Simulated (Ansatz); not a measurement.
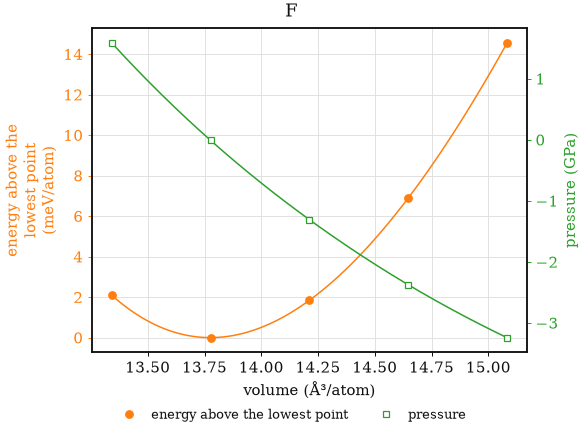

The plot gives the computed energy above the lowest point and pressure against volume for F, space group Fd-3m (No. 227) (one of a set of cubic test structures, which need not be the stable phase).

Computed with Ansatz 0.2.0 development build: equation of state of a cubic crystal from periodic Kohn-Sham density functional theory without spin, third-order Birch-Murnaghan fit to the free energies; pressure corrected for the finite basis. Level: r2SCAN.

structure type diamond; atoms in cell 2; space group number 227; lattice centring face-centred primitive; k mesh 12×12×12; occupation method Fermi–Dirac; occupation width 0.1 eV; wave cutoff 500 eV; datasets soft-1 PAW; density tolerance 1e−07 eV; bands 11; density cutoff ratio 4; search for lower states default.

### What equilibrium volume and bulk modulus follow from the curve?

A third-order Birch–Murnaghan fit gives V0 = 13.78 Å³/atom, B0 = 45.7 GPa and B′ = 5.5.

### What does the pressure do across the range?

It falls from 1.585 GPa at volume 13.34 Å³/atom to −3.241 GPa at 15.08 Å³/atom, and changes sign near 13.77 Å³/atom.

Keep in mind: cubic model structure, not the ambient form; no spin polarisation, a magnetic state may lie lower.
